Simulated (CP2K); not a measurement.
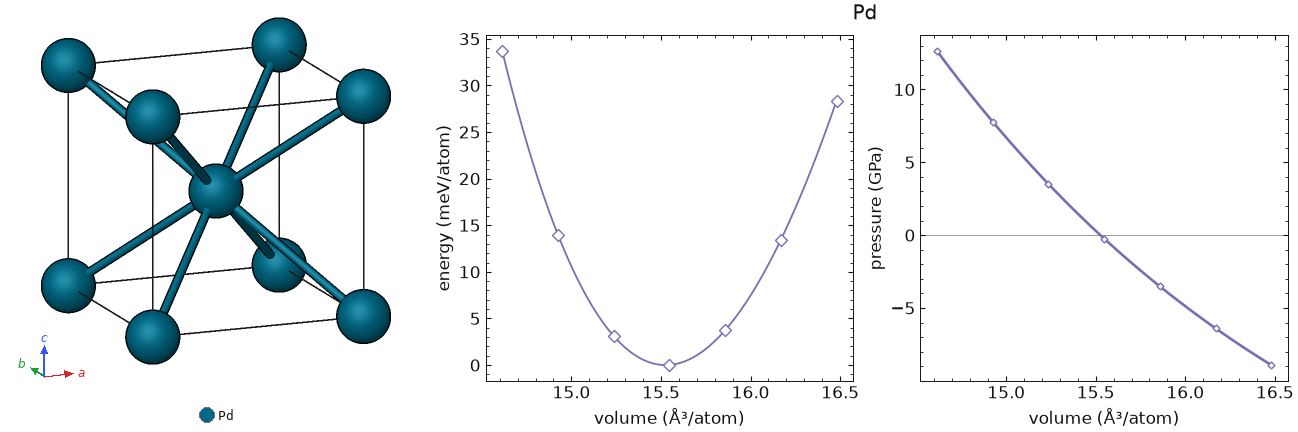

The picture above shows the energy and pressure against volume for Pd, space group Im-3m (No. 229). The conventional cell is drawn beside the plot.

Structure:
```
Pd
1.0
     2.72327    0.00000    0.00000
    -0.90776    2.56752    0.00000
    -0.90776   -1.28376    2.22354
Pd
1
Direct
  0.00000 0.00000 0.00000
```

Computed with CP2K 2026.2: DFT in Gaussian orbitals with a plane-wave density, no spin polarisation; energies at scaled volumes of the given cell, shape and fractions fixed, counted from the fit's minimum, third-order Birch-Murnaghan fit. Level: r2SCAN.

k mesh 12×12×12; occupations Fermi–Dirac; smearing width 0.01 eV; potentials GTH SCAN with UZH TZVP basis; density cutoff 9184 eV; program settings ngrids 5, basis sets Pd TZVP-MOLOPT-SCAN-GTH-q18, cutoff ry 675 Ry, rel cutoff ry 60 Ry.

Give the fitted equation-of-state parameters.

A third-order Birch–Murnaghan fit gives V0 = 15.53 Å³/atom, B0 = 177 GPa and B′ = 5.5.

Read off the course of the pressure.

It falls from 12.64 GPa at volume 14.61 Å³/atom to −8.92 GPa at 16.48 Å³/atom, and changes sign near 15.53 Å³/atom.
